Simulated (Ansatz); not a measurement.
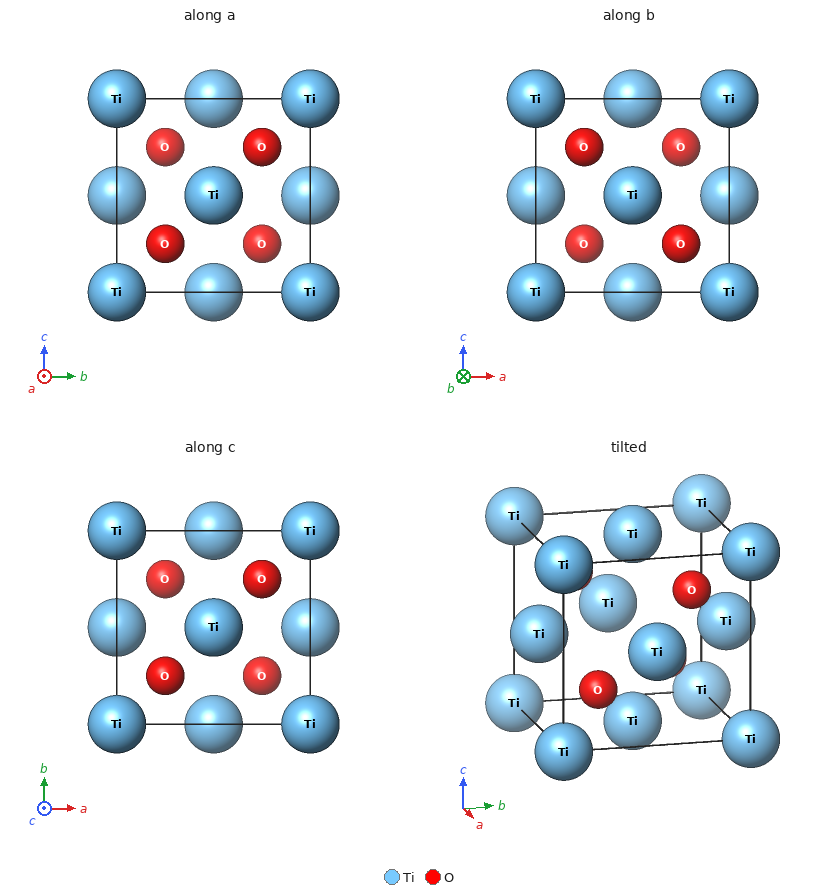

An orthographic spheres-only view of the structure, along the a axis, along the b axis, along the c axis and slightly off an axis. Atoms at the boundary of the conventional unit cell (the box) are drawn once for each face, edge or corner they touch.

Lattice parameters: a = 4.668 Å, b = 4.668 Å, c = 4.668 Å, α = 90.00°, β = 90.00°, γ = 90.00°.

Question: Write down what is shown as a table of Wyckoff sites.

Answer: Space group F-43m (No. 216).
```tsv
atom	site	x	y	z
Ti	4a	0.0000	0.0000	0.0000
O	4d	0.2500	0.2500	0.7500
```

The structure was taken from a structure type filled with these elements by a generator (whether the compound takes this form wasn't checked). Earlier steps of the study, as a rule a relaxation of our own, may have changed the cell and positions, so they can lie some per cent off the listed ones. It was run through Ansatz as a DFT input.

At this level of theory the run's own cell isn't at rest (compressed, at 27 GPa), so its distances can differ from those at equilibrium, the more so the softer the solid.
